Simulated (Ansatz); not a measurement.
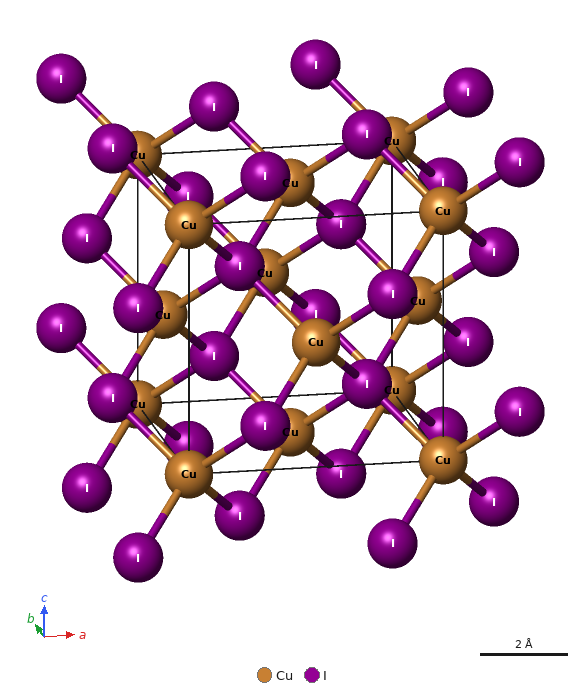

Reference structure: crystalline CuI (built on the zincblende type) at its r2SCAN-relaxed geometry. Style: ball-and-stick. Shown: the conventional cell (4 times the calculation's cell), slightly off an axis. Lengths and directions refer to the drawn axes.

The calculation used DFT, PBE, plane waves, PAW in Ansatz. Set-up: plane-wave cutoff 420 eV; k-point mesh 8 × 8 × 8; occupations fermi dirac; smearing width 0.02 eV; no spin polarisation.

Now this is done to it. All lengths are scaled by +1.0 % (volume +3.0 %). The atoms were relaxed with r2SCAN under that strain, and this is a single point on that geometry.

Input
```yaml
crystal:
  lattice:
    - [0.0, 3.0421493686, 3.0421493686]
    - [3.0421493686, 0.0, 3.0421493686]
    - [3.0421493686, 3.0421493686, 0.0]
  atoms:
    - { symbol: Cu, position: [0.0, 0.0, 0.0] }
    - { symbol: I, position: [0.25, 0.25, 0.25] }
kpoints:
  mp_grid: { grid: [8, 8, 8] }
  band_path:
    path:
      - [0.0, 0.0, 0.0]
      - [-0.5, -0.5, 0.0]
      - [-0.375, -0.375, 0.25]
      - [-0.375, 0.0, 0.375]
      - [0.0, 0.0, 0.5]
      - [-0.5, -0.25, 0.25]
    npoints: 1
hamiltonian:
  xc: pbe
scf:
  occupations: { method: fermi_dirac, width: 0.02 }
  n_extra_bands: 4
output:
  forces: true
  stress: true
  eigenvalues: true
  write_density: true
  write_potential: true
  elf: true
  volumetric_format: npy
```

Run as
```bash
ansatz run input.yaml --threads 2 --pin off --max-ram 2211MiB --backend cpu --events-out ev --progress --plain --runs-dir out
```

**What is the effect?**

The energy falls by 2.6 meV per atom. The pressure goes from 1.1 to −0.1 GPa. All forces vanish by symmetry. The band gap: 1.17 eV before, 1.09 eV after. Near-neighbour distances before and after: Cu–I 2.608 → 2.635 Å. The space group stays F-43m (No. 216).
